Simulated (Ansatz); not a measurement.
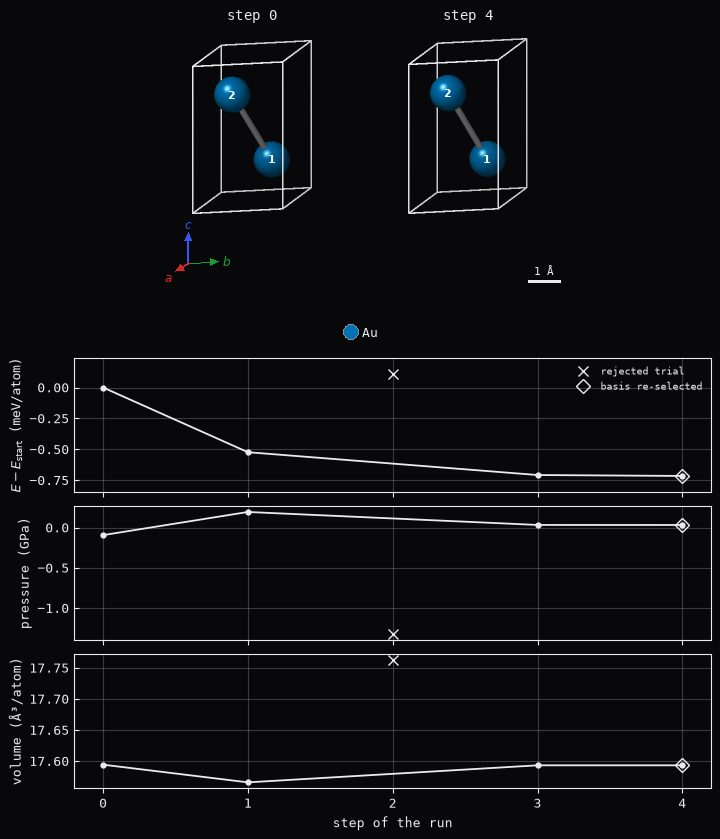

First and last geometry of a relaxation of a crystal of Au (a generated structure, set up in P6_3/mmc), with the history of the run. A ball-and-stick model of the cell of the calculation, seen slightly off an axis.

Case: Ag → Au on all its sites, cell and atoms relaxed.

Computed with Ansatz, DFT r2SCAN, scalar-relativistic, plane waves, PAW.

Input file:
```yaml
crystal:
  lattice:
    - [2.909083384, 0.0, 0.0]
    - [-1.454541692, 2.5193401122, 0.0]
    - [0.0, 0.0, 4.8013005278]
  atoms:
    - { symbol: Au, position: [0.3333333333, 0.6666666667, 0.25] }
    - { symbol: Au, position: [0.6666666667, 0.3333333333, 0.75] }
basis:
  ecutwfc: 500
kpoints:
  mp_grid: { grid: [18, 18, 10] }
hamiltonian:
  xc: r2scan
scf:
  occupations: { method: gaussian, width: 0.1 }
output:
  forces: true
  stress: true
  eigenvalues: true
relax:
  adjacent_minimum: "off"
  f_tol: 0.01
  max_steps: 60
  cell: { stress_tol: 0.1 }
```

Command:
```bash
ansatz run input.yaml --threads 1 --pin off --max-ram 2560MiB --backend cpu --events-out ev --progress --plain --runs-dir out
```

Question: What do the curves and the structures tell?

Answer: It converged. The atoms keep their places relative to the cell (all moves are under 0.005 Å). The drawn cell changes at constant volume: a = b 2.909 → 2.890 Å (−0.7 %), c 4.801 → 4.865 Å (+1.3 %). Near-neighbour distances that change, for instance: Au1–Au2 2.930 → 2.950 Å, Au1–Au1 2.909 → 2.890 Å. The space group stays P6_3/mmc (No. 194). Over 2 accepted moves (4 points after the start) the energy falls by 0.7 meV per atom. All forces vanish by symmetry, so only the cell relaxes. The pressure goes from −0.09 to 0.03 GPa. The line search rejected the trial step at point 2 of the run. The SCF was repeated once at an unchanged geometry on a basis and grid sized afresh for the cell, which shifted the energy by less than 0.05 meV per atom at most.
